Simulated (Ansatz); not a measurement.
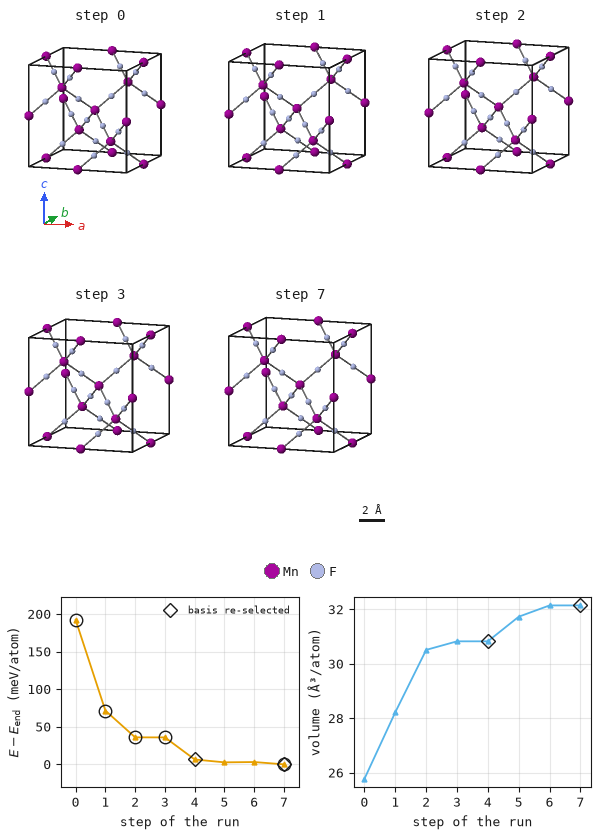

Frames of a relaxation of crystalline MnF₂ (a generated structure, set up in Fd-3m) (coarse preliminary run), marked on the history of the run. A ball-and-stick model of the conventional cell (4 times the calculation's cell), seen slightly off an axis. Lengths and directions refer to the drawn axes.

These are results of DFT PBE, scalar-relativistic, plane waves, PAW in Ansatz, not measurements. Settings: plane-wave cutoff 420 eV; k-point mesh 4 × 4 × 4; occupations gaussian; smearing width 0.1 eV; collinear spin; cell and atoms relaxed; force threshold 0.04 eV/Å; at most 70 steps.

Q: Describe the path.

A: After 5 accepted moves (7 points after the start) the energy has fallen by 192 meV per atom. Pressure: 11.64 GPa at the start and 0.05 GPa at the end. At 2 points the geometry stayed and the basis and grid were re-selected for the new cell (energy shift of 29.4 meV per atom at most each time). No atom moves by more than 0.005 Å relative to the cell. Cell: a = b = c 8.521 → 9.172 Å (+7.6 %). Volume +24.7 %. Near-neighbour distances that change, for instance: F–Mn 1.845 → 1.986 Å. The space group stays Fd-3m (No. 227). From step 0 to 1: volume +9.5 %, energy −121 meV per atom. From step 1 to 2: volume +8.1 %, energy −35.6 meV per atom. From step 2 to 3: volume +1.0 %, energy −0.1 meV per atom. From step 3 to 7: volume +4.3 %, energy −35.9 meV per atom.

| step | E − E(0), meV/atom | pressure, GPa | volume, Å³/atom | note |
| --- | --- | --- | --- | --- |
| 0 | 0.00 | 11.64 | 25.777 |  |
| 1 | -120.76 | 5.15 | 28.224 |  |
| 2 | -156.35 | 0.58 | 30.514 |  |
| 3 | -156.41 | 0.02 | 30.829 |  |
| 4 | -185.80 | 1.56 | 30.829 | same geometry, new basis |
| 5 | -189.61 | 0.46 | 31.733 |  |
| 6 | -189.20 | 0.01 | 32.148 |  |
| 7 | -192.28 | 0.05 | 32.148 | same geometry, new basis |
